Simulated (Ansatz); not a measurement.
## MgO: an electron-density study

Space group Fm-3m; the calculation finds a residual pressure of about 4 GPa at this fixed cell.

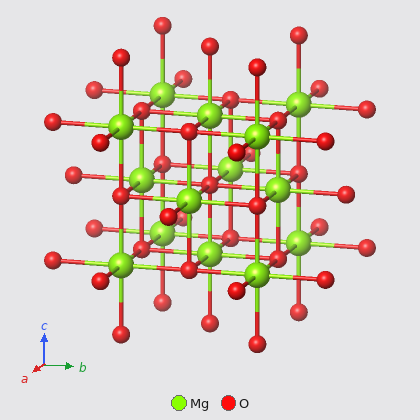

The conventional cell.

Input file:

```
crystal:
  lattice:
    - [0.0, 2.1085, 2.1085]
    - [2.1085, 0.0, 2.1085]
    - [2.1085, 2.1085, 0.0]
  atoms:
    - { symbol: Mg, position: [0.0, 0.0, 0.0] }
    - { symbol: O, position: [0.5, 0.5, 0.5] }
basis:
  ecutwfc: 420
  fft_grid_basis: typed
kpoints:
  mp_grid: { grid: [12, 12, 12] }
hamiltonian:
  xc: pbe
scf:
  occupations: { method: gaussian, width: 0.05 }
output:
  forces: true
  stress: true
  eigenvalues: true
  bader: true
  write_density: true
  volumetric_format: npy
  elf: true
```

Command:

```sh
ansatz run input.yaml --threads 1 --pin off --max-ram 2560MiB --backend cpu --events-out ev --progress --plain --runs-dir out
```

The picture shows the conventional cell (a = 4.22 Å, b = 4.22 Å, c = 4.22 Å, α = 90.00°, β = 90.00°, γ = 90.00°).

All numbers below come from DFT PBE, scalar-relativistic, plane waves, PAW in Ansatz.

Core electrons are frozen (PAW), so the maps are meaningful between the atoms, not at the nuclei.

Part 1: Bonding charge

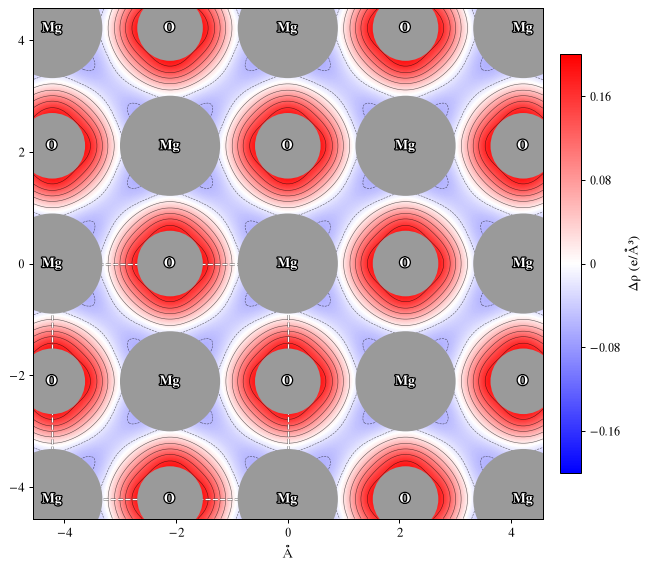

*Deformation density (self-consistent density less superposed neutral spherical atoms): a map on the (100) plane of the conventional cell, with grey discs over the atomic cores. Cores are masked to 0.9 Å (Mg) and 0.6 Å (O).*

**Read the map: where is density gained and where lost?**

Mg–O (2.11 Å): Δρ is +0.03 e/Å³ at the midpoint (close to a masked core, so read it with care).
Mg–Mg (2.98 Å): Δρ is −0.04 e/Å³ at the midpoint.
Over the whole cell, outside the masked cores, the largest gain lies at the edge of the masked core of O, and the largest loss lies at the edge of the masked core of Mg.
The rearranged charge, half the integral of |Δρ|, is about 0.25 e an atom.
Bader charges: Mg +1.72 and O −1.72 e.

Part 2: Doping

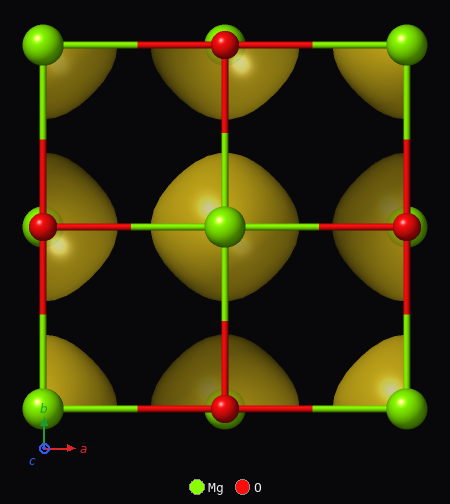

Where the hole sits when 0.1 electron is taken from the 2-atom cell of the calculation (uniform compensating background, atoms fixed); the change of density for each carrier, counted positive where the carrier is: yellow surfaces at +0.1, none at −0.1 1/Å³, in the conventional cell seen along the c axis (the regions close to the nuclei are left out). Cores are masked to 0.9 Å (Mg) and 0.6 Å (O).

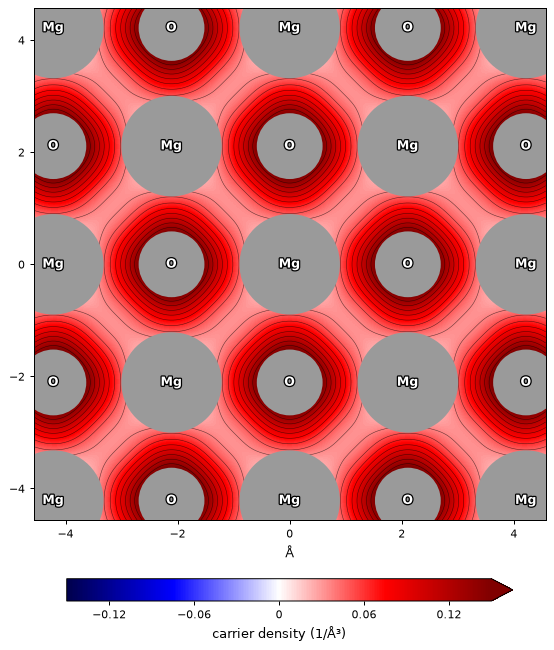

The same field as a map on the (100) plane of the conventional cell, with grey discs over the atomic cores.

**Describe the change of density.**

Summed over atomic cells sized by the Bader volumes, the hole divides as O about 90 % and Mg about 10 %; the most favoured element is O, which fills 75 % of the volume. Over the whole cell, outside the cores, it is densest at the edge of the masked core of O. The counter-flow of charge adds up to under 0.1 e for each carrier. These are shares of the net change, screening included; the states that take the carrier can be more concentrated.

Part 3: Change of volume

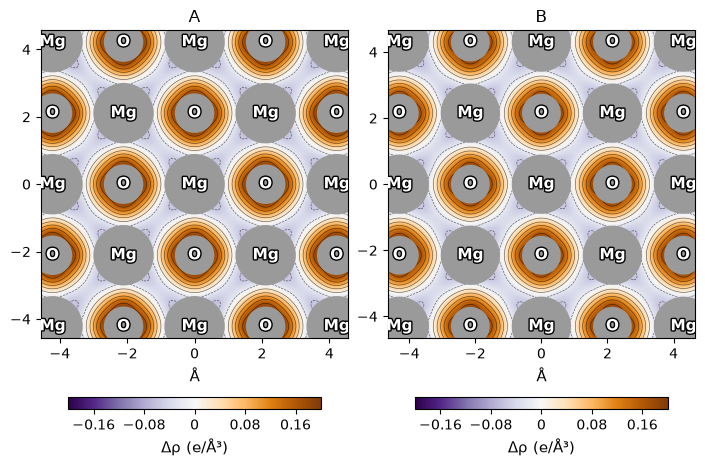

MgO: deformation density on the (010) plane of the conventional cell at two volumes, with the same fractional coordinates and one colour scale. Grey discs cover the cores. Panel B has 106 % of the volume of panel A.

**How do bonds, bonding charge and pressure respond to this change of volume?**

The pressure is 4.1 GPa in A and −4.5 GPa in B. Bader charges stay at Mg +1.72 and O −1.72 e. The rearranged charge is 0.25 e an atom in A and 0.25 e in B.

Part 4: Moving an atom

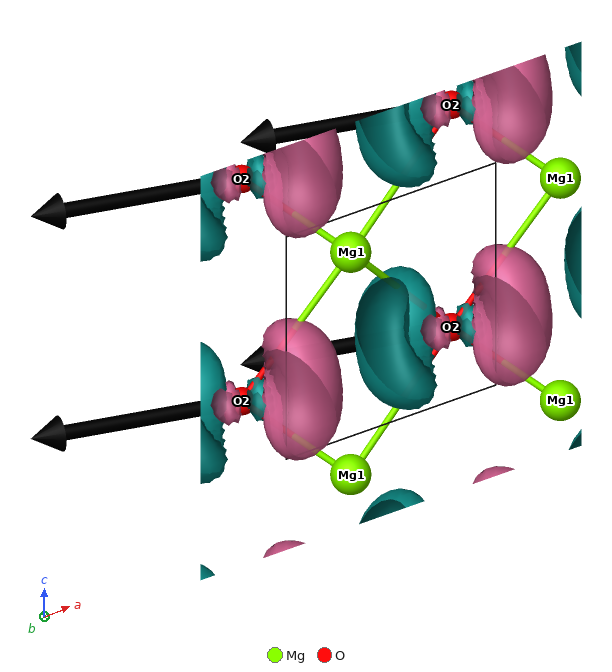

O2 was moved by 0.05 Å roughly along [−1 0 0] in the axes of the cell drawn (arrow, not to scale). Change of the density less the rigid motion of the neutral atom's own density: teal surfaces at +0.01 and pink ones at −0.01 e/Å³, in the cell of the calculation (origin moved) seen along the b axis.

**Describe the electronic response.**

About 0.04 e is rearranged in the cell. Outside the cores the largest gain, 0.02 e/Å³, lies 0.8 Å from an oxygen nucleus and 1.3 Å from a magnesium one, and the largest loss, 0.019 e/Å³, lies 0.9 Å from an oxygen nucleus and 1.3 Å from a magnesium one.

**What restoring force does the calculation give for this move?**

The force on it changes by 0.27 eV/Å along the move, against it: a stiffness of about 5.4 eV/Å² for this sublattice shift.

Part 5: Putting it together

Charge passes from Mg (Pauling electronegativity 1.31) to O (3.44), the direction that the scale predicts; the Bader charges fall short of whole formal charges, as they usually do. The two pressures give a mean stiffness −ΔP/Δln V of about 147 GPa over this range, with the atoms held at their fractional positions.

Run times: 6.2 s (base cell), 5.9 s (hole), 7.7 s (scaled cell) and 17 s (moved atom), on 1 thread of Intel(R) Xeon(R) Platinum 8488C (Sapphire Rapids) (shared host).
